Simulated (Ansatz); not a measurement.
Run report: ZnO, single-point calculation (part 2 of 2)

The same run, continued: ZnO (slab, 20 atoms in the cell); DFT PBEsol, scalar-relativistic, plane waves, PAW, no spin polarisation (Ansatz 0.2.0); cutoff 420 eV, 8×5×1 k-mesh, Gaussian smearing of 0.05 eV. The structure derives from an entry of the Crystallography Open Database.

Geometry of the input (Å; fractional positions):
```
3.2301  0.0000  0.0000
0.0000  5.2141  0.0000
0.0000  0.0000  27.1217
Zn 0.0000  0.5000  0.2765
O  0.0000  0.1210  0.2765
Zn 0.5000  1.0000  0.3109
O  0.5000  0.6210  0.3109
Zn 0.5000  0.5000  0.3797
O  0.5000  0.1210  0.3797
Zn 0.0000  1.0000  0.4141
O  0.0000  0.6210  0.4141
Zn 0.0000  0.5000  0.4828
O  0.0000  0.1210  0.4828
Zn 0.5000  1.0000  0.5172
O  0.5000  0.6210  0.5172
Zn 0.5000  0.5000  0.5859
O  0.5000  0.1210  0.5859
Zn 0.0000  1.0000  0.6203
O  0.0000  0.6210  0.6203
Zn 0.0000  0.5000  0.6891
O  0.0000  0.1210  0.6891
Zn 0.5000  1.0000  0.7235
O  0.5000  0.6210  0.7235
```

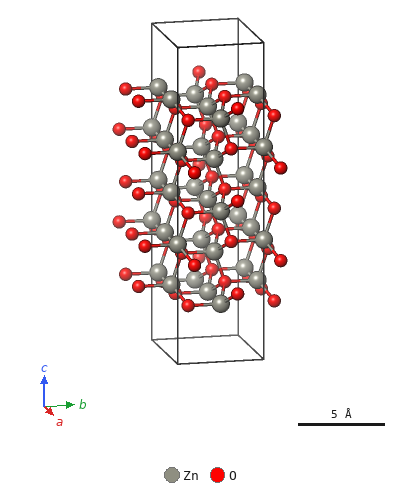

*The structure (ball-and-stick view of the 2 × 1 repeat of the cell, with the vacuum cut short, seen slightly off an axis; bonded neighbours outside the cell are drawn too).*

## Output, continued
```
  k-point 0: bands = ["-17.0282", "-16.9537", "-16.7951", "-16.5745", "-16.3714", "-16.2397", "-16.1346", "-16.0661", "-15.0226", "-15.0225", "-5.2818", "-5.2773", "-5.0422", "-5.0415", "-4.9974", "-4.8744", "-4.8224", "-4.7667", "-4.7641", "-4.7131", "-4.6692", "-4.6323", "-4.6274", "-4.5853", "-4.5597", "-4.4960", "-4.4934", "-4.4226", "-4.3581", "-4.3377", "-4.2636", "-4.2577", "-4.2258", "-4.2242", "-4.2055", "-4.1417", "-4.0729", "-4.0335", "-3.9562", "-3.9140", "-3.7303", "-3.7172", "-3.5804", "-3.5779", "-3.5295", "-3.5182", "-3.5141", "-3.4984", "-3.4887", "-3.4288", "-3.3128", "-3.2950", "-3.2847", "-3.2535", "-3.2442", "-3.1610", "-3.0892", "-3.0492", "-2.9806", "-2.9723", "-2.9250", "-2.9243", "-2.8826", "-2.7423", "-2.7144", "-2.2557", "-1.9628", "-1.8522", "-1.4500", "-1.2152", "-1.1590", "-0.8877", "-0.6278", "-0.5141", "-0.3830", "-0.1337", "-0.0447", "0.1404", "0.1570", "0.3225", "0.3246", "0.6001", "0.6279", "0.7616", "0.7790", "0.9008", "0.9902", "1.0079", "1.3400", "1.3569", "1.8087", "2.3475", "3.2801", "4.3361", "5.4169", "6.3330", "6.3557", "6.5083", "7.0942", "7.1585", "7.2583", "8.1081", "8.1748", "8.5331", "8.6336", "8.8528", "8.8949", "9.1671", "9.1856", "9.4081"]
  k-point 1: bands = ["-16.9745", "-16.9175", "-16.7630", "-16.5474", "-16.3496", "-16.3084", "-16.1852", "-16.0981", "-15.0338", "-15.0337", "-5.3155", "-5.3092", "-5.0443", "-5.0416", "-5.0411", "-4.9697", "-4.9194", "-4.8851", "-4.8476", "-4.8396", "-4.7689", "-4.6921", "-4.6568", "-4.5832", "-4.5723", "-4.5088", "-4.4666", "-4.4451", "-4.4108", "-4.3886", "-4.2951", "-4.2895", "-4.2821", "-4.2267", "-4.2137", "-4.1886", "-4.1862", "-4.0843", "-4.0434", "-4.0175", "-3.7542", "-3.7340", "-3.5835", "-3.5821", "-3.5062", "-3.5049", "-3.4991", "-3.4942", "-3.4665", "-3.4209", "-3.3482", "-3.2957", "-3.2649", "-3.2645", "-3.2500", "-3.2216", "-3.0925", "-3.0423", "-2.9311", "-2.9303", "-2.7331", "-2.5566", "-2.5398", "-2.4979", "-2.4336", "-2.2569", "-1.6805", "-1.5597", "-1.3644", "-1.1169", "-1.0079", "-0.8045", "-0.7687", "-0.4284", "-0.2907", "-0.1507", "-0.0679", "0.0344", "0.2089", "0.2090", "0.2261", "0.3150", "0.5018", "0.5481", "0.6946", "0.8174", "0.9457", "0.9899", "1.2813", "1.2978", "2.5413", "2.7919", "3.5710", "4.5031", "5.4569", "6.1478", "6.3574", "6.4852", "6.6895", "6.9996", "7.0906", "7.6636", "7.7839", "8.0590", "8.3709", "9.1371", "9.1814", "9.4908", "9.5258", "9.5671"]
  k-point 2: bands = ["-16.8696", "-16.8540", "-16.6649", "-16.4971", "-16.4490", "-16.3385", "-16.2594", "-16.1791", "-15.0522", "-15.0522", "-5.3755", "-5.3707", "-5.1298", "-5.1232", "-5.0598", "-5.0544", "-5.0405", "-5.0403", "-5.0268", "-5.0120", "-4.8482", "-4.8158", "-4.6193", "-4.5945", "-4.5713", "-4.5585", "-4.4638", "-4.4568", "-4.4523", "-4.4182", "-4.3616", "-4.3404", "-4.3139", "-4.2658", "-4.2454", "-4.2368", "-4.2190", "-4.1953", "-4.1289", "-4.1125", "-3.7609", "-3.7446", "-3.6040", "-3.6039", "-3.4818", "-3.4798", "-3.4465", "-3.4362", "-3.3933", "-3.3885", "-3.3353", "-3.3087", "-3.2902", "-3.2869", "-3.2749", "-3.2224", "-3.1437", "-3.1005", "-2.9384", "-2.9380", "-2.6218", "-2.4597", "-2.2105", "-2.0001", "-1.7040", "-1.6985", "-1.6540", "-1.1986", "-0.8064", "-0.7092", "-0.7017", "-0.6801", "-0.6666", "-0.5398", "-0.5314", "-0.2669", "-0.0901", "-0.0868", "0.0003", "0.0401", "0.0900", "0.2041", "0.2671", "0.4041", "0.4289", "0.6153", "0.9834", "0.9889", "1.1754", "1.1842", "3.4404", "3.4936", "4.3306", "5.0326", "5.3375", "5.6568", "5.9861", "6.2058", "6.5386", "6.5771", "6.8666", "7.0398", "7.4442", "7.8603", "8.3944", "8.5908", "8.8272", "9.4533", "9.5983", "9.6921"]
  k-point 14: bands = ["-16.5651", "-16.5651", "-16.2726", "-16.2726", "-16.1743", "-16.1743", "-16.0650", "-16.0650", "-14.8204", "-14.8204", "-5.1825", "-5.1825", "-5.1337", "-5.1337", "-5.0163", "-5.0163", "-4.9767", "-4.9767", "-4.8460", "-4.8460", "-4.5684", "-4.5684", "-4.5058", "-4.5058", "-4.4046", "-4.4046", "-4.3348", "-4.3348", "-4.2773", "-4.2773", "-4.1878", "-4.1878", "-4.1396", "-4.1396", "-4.1145", "-4.1145", "-4.0295", "-4.0295", "-3.9439", "-3.9439", "-3.9052", "-3.9052", "-3.6391", "-3.6391", "-3.3621", "-3.3621", "-3.3301", "-3.3301", "-3.2653", "-3.2653", "-3.2351", "-3.2351", "-3.1826", "-3.1826", "-3.1320", "-3.1320", "-2.9907", "-2.9907", "-2.8941", "-2.8941", "-2.6973", "-2.6973", "-2.6453", "-2.6453", "-2.5054", "-2.5054", "-2.4496", "-2.4496", "-2.2862", "-2.2862", "-1.3263", "-1.3263", "-1.0087", "-1.0087", "-0.7405", "-0.7405", "-0.6258", "-0.6258", "-0.5050", "-0.5050", "-0.2916", "-0.2916", "-0.1421", "-0.1421", "-0.0971", "-0.0971", "-0.0482", "-0.0482", "0.6527", "0.6527", "5.1727", "5.1727", "6.6038", "6.6038", "6.9558", "6.9558", "7.1277", "7.1277", "7.4601", "7.4601", "7.8472", "7.8472", "9.2493", "9.2493", "9.4594", "9.4594", "9.7027", "9.7027", "10.0019", "10.0019"]
```

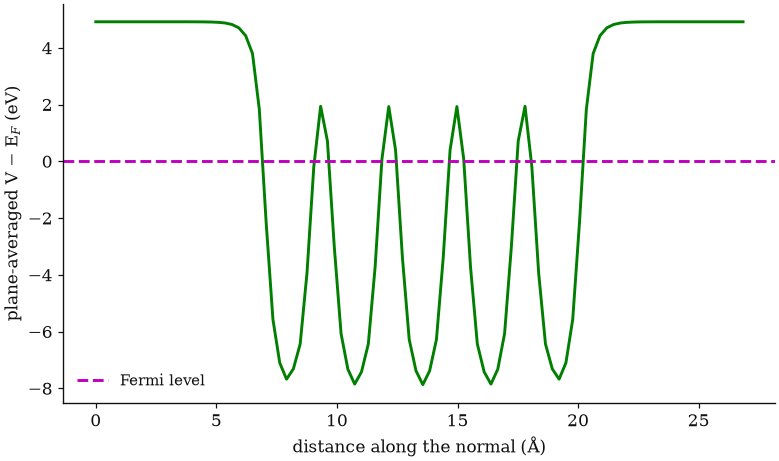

*Plane average of the electrostatic potential energy of an electron across the cell, from the Fermi level.*

The vacuum level lies 4.91 eV above the Fermi level.

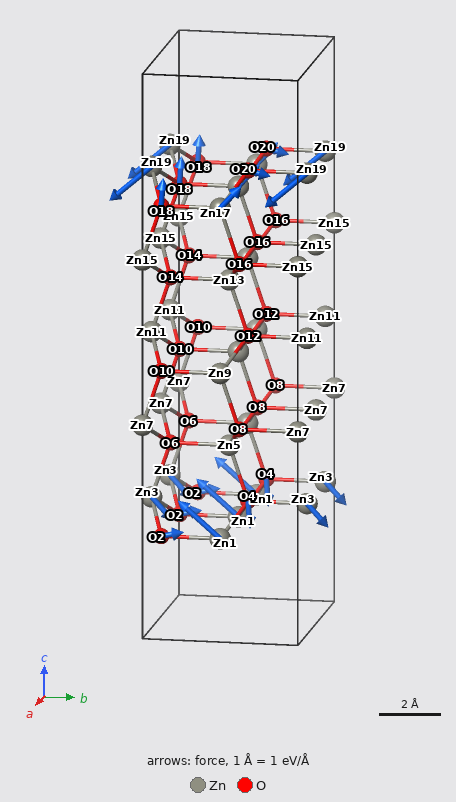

*Forces on the atoms as blue arrows (ball-and-stick view of the 2 × 1 repeat of the cell, with the vacuum cut short, seen slightly off an axis; atoms are numbered from 1 in the order of the input); the smallest are left out.*

The largest act on Zn1, Zn19 (1.88 eV/Å); Zn3, Zn17 (1.06 eV/Å); O4, O18 (0.94 eV/Å); O2, O20 (0.78 eV/Å). The geometry is not a stationary point of this energy.

## Results in brief

```tsv
quantity	value
outcome	converged
electrons treated	180
free energy	−38418.4298 eV
work function, top face	4.91 eV
work function, bottom face	4.91 eV
Fermi energy	1.583 eV
gap on the k-point mesh	0.45 eV
work function (upper face)	4.91 eV
largest force (length of the vector)	1.878 eV/Å
hardware	2 threads of AMD EPYC (Zen 3), 192 GiB of memory available, shared host
wall time	60 s (CPU time 2 min)
peak memory	1.2 GiB
```
